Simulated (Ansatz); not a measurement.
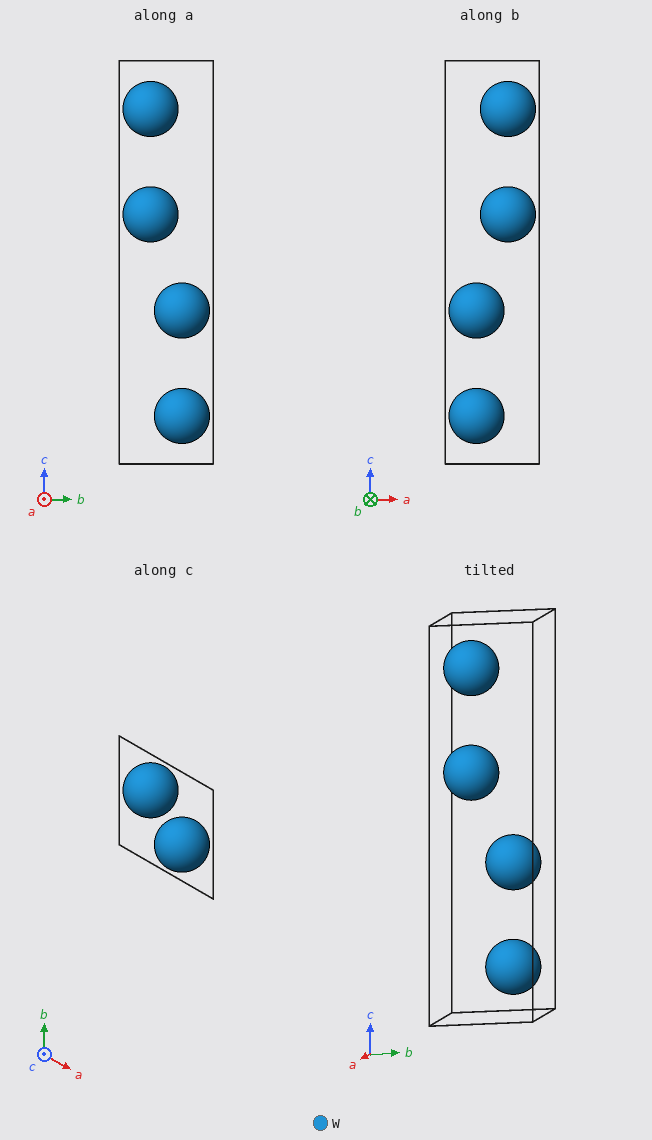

A spheres-only rendering, viewed along the a axis, along the b axis, along the c axis and slightly off an axis. The edges of the conventional unit cell are marked.

Lattice parameters: a = 2.7545 Å, b = 2.7545 Å, c = 10.2074 Å, α = 90.000°, β = 90.000°, γ = 120.000°.

From the views, write a CIF in P1 with every atom of the cell, with free fractional coordinates to two decimals.

Answer.
```cif
data_structure
_symmetry_space_group_name_H-M 'P 1'
_symmetry_Int_Tables_number 1
_cell_length_a 2.7545
_cell_length_b 2.7545
_cell_length_c 10.2074
_cell_angle_alpha 90.000
_cell_angle_beta 90.000
_cell_angle_gamma 120.000
_cell_volume 67.07
loop_
_atom_site_label
_atom_site_type_symbol
_atom_site_fract_x
_atom_site_fract_y
_atom_site_fract_z
_atom_site_occupancy
W1 W 0.3333 0.6667 0.38 1
W2 W 0.6667 0.3333 0.88 1
W3 W 0.6667 0.3333 0.62 1
W4 W 0.3333 0.6667 0.12 1
```

Provenance: a textbook structure type filled with this element (whether it is the usual form wasn't checked). Atoms and cell were optimised with DFT r2SCAN, scalar-relativistic, plane waves, PAW (Ansatz 0.2.0).
